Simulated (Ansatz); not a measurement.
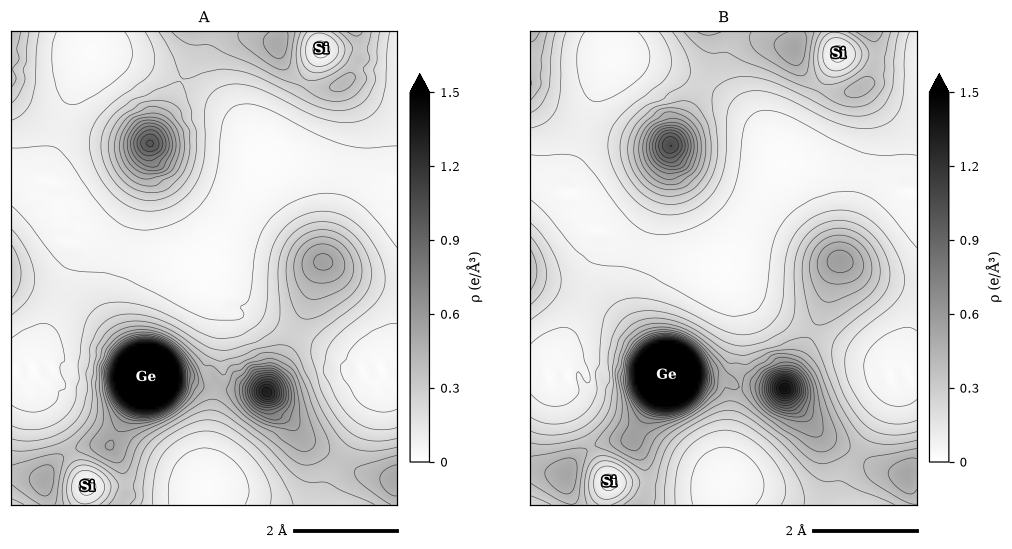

Si4Ge3. The valence charge density (pseudo) of two cells that differ in size, on the (11̄0) plane of each (indices in the axes of the calculation cell), at one length scale and on one colour scale; one has 20.4 and the other 21.7 Å³ an atom.

All numbers below come from DFT PBE, scalar-relativistic, plane waves, PAW (Ansatz 0.2.0).

The density is the valence pseudo-density of a PAW calculation; it isn't the true density close to the nuclei.

The larger cell:

```
Si Ge
1.0
     5.22024    3.01391    3.22449
    -5.22024    3.01391    3.22449
     0.00000   -6.02782    3.22449
Si Ge
8 6
Direct
  0.15358 0.01881 0.44062
  0.84642 0.98119 0.55938
  0.44062 0.15358 0.01881
  0.55938 0.84642 0.98119
  0.01881 0.44062 0.15358
  0.98119 0.55938 0.84642
  0.87673 0.87673 0.87673
  0.12327 0.12327 0.12327
  0.73813 0.30271 0.59507
  0.26187 0.69729 0.40493
  0.40493 0.26187 0.69729
  0.59507 0.73813 0.30271
  0.69729 0.40493 0.26187
  0.30271 0.59507 0.73813
```

The smaller cell: a = 6.696 Å, b = 6.696 Å, c = 6.696 Å, α = 99.57°, β = 99.57°, γ = 99.57°.

**Which panel shows the smaller cell, and what does the compression change?**

Panel B is the smaller cell, by 6 % in volume. From the larger cell to the smaller, Si–Ge goes from 2.42 to 2.37 Å, and the density at its midpoint from 0.52 to 0.56 e/Å³; the pressure goes from 0.0 to 5 GPa; the Kohn–Sham gap goes from 0.71 eV to 0.62 eV.
